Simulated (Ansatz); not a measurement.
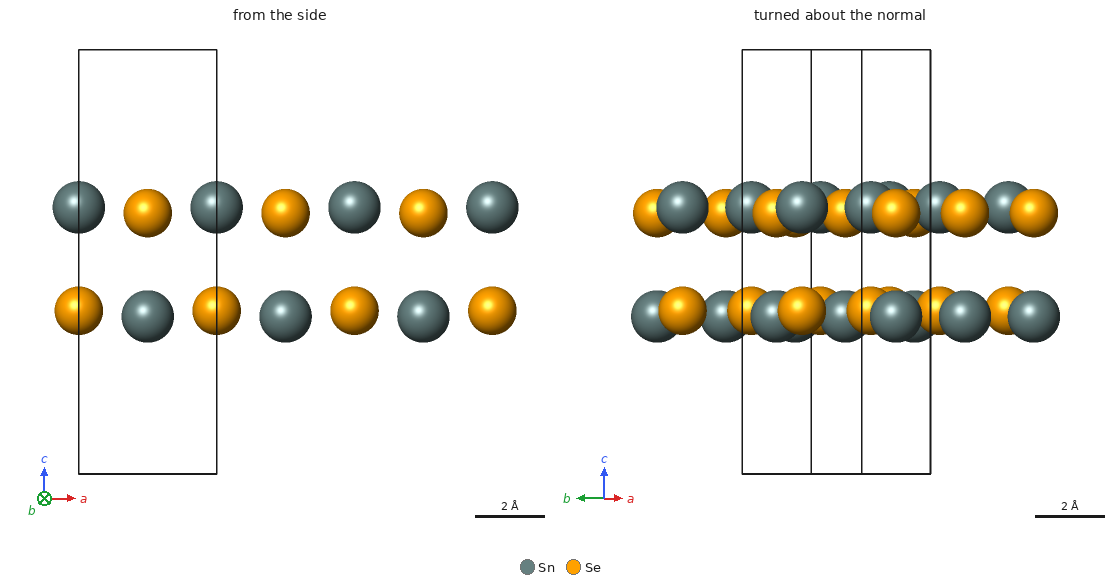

A spheres-only picture of a periodic sheet, seen from the side and turned about the normal. The surface normal points up in side views; the box is the simulation cell. 3×2 cells are drawn in the plane, with atoms at the edges repeated.

The cell holds 2 Sn, 2 Se.

Are the two faces alike, and what ends them?

The top face ends in Se and Sn, the bottom face in Se and Sn. The two faces are alike.

Read the thickness off the scale bar.

About 3.2 Å from the lowest to the highest atom, with about 9 Å of vacuum to the next image.

How many atomic planes are there, and what do they hold from the top down?

Two planes: SnSe / SnSe.

It derives from a structure listed in the Materials Project. The cell was then strained or its atoms displaced on purpose. A calculation with Ansatz used it as input.

At this level of theory the run's own cell isn't at rest (forces up to 0.7 eV/Å), so its distances can differ from those at equilibrium, the more so the softer the solid.
